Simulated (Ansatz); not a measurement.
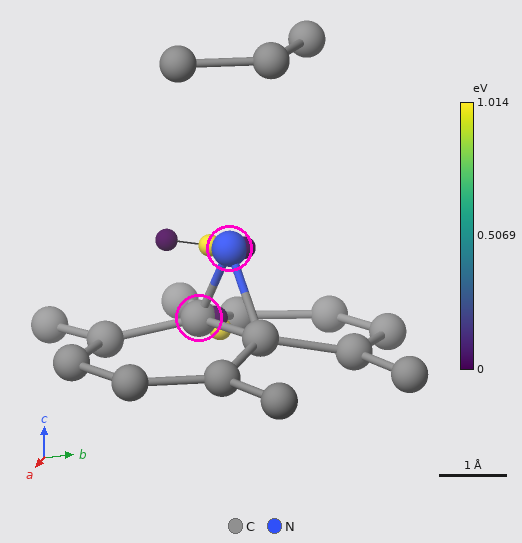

A nudged-elastic-band calculation for a defect cell of composition C$_{28}$N (29 atoms in the cell). Images are numbered from 0 (start) to 4 (end). The start is drawn whole; smaller spheres mark the moving atoms (C, N) in the later images, joined by lines and coloured by the energy of the image relative to the start. Style: ball-and-stick. Shown: the atoms within 3.5 Å of the middle of the path, slightly off an axis. The atoms that move most are ringed. Bonds to atoms that aren't drawn are left out.

Level of theory: DFT PBE, scalar-relativistic, plane waves, PAW (Ansatz 0.2.0). Set-up: plane-wave cutoff 420 eV; k-point mesh 4 × 4 × 3; Gaussian smearing 0.1 eV; 3 movable images; climbing image.

Question: What moves, how far, and at what cost in energy?

Answer: The N atom travels furthest, 1.10 Å from end to end, roughly along [−2 −3 0], on a path that bends up to 0.17 Å away from the straight line. At the highest image its nearest neighbour (C) is 1.46 Å away, against 1.46 Å at the start, and the surrounding atoms stand up to 0.27 Å off the mean of their end positions. Breaking: C–N (1.46 → 2.45 Å). Forming: C–N (2.45 → 1.46 Å). The two ends have the same energy, and the highest point, image 3, lies 1.01 eV above the start. The band converged in 13 iterations, with a climbing image at the top.

Limits of the set-up: the cell has an odd number of electrons but was run without spin polarisation; the periodic images lie only 6.5 Å apart, so the values are limited by the cell's size.

Cost: 10 min on 4 threads of Intel(R) Xeon(R) Platinum 8488C (Sapphire Rapids) (shared host), peak memory 2.9 GiB.
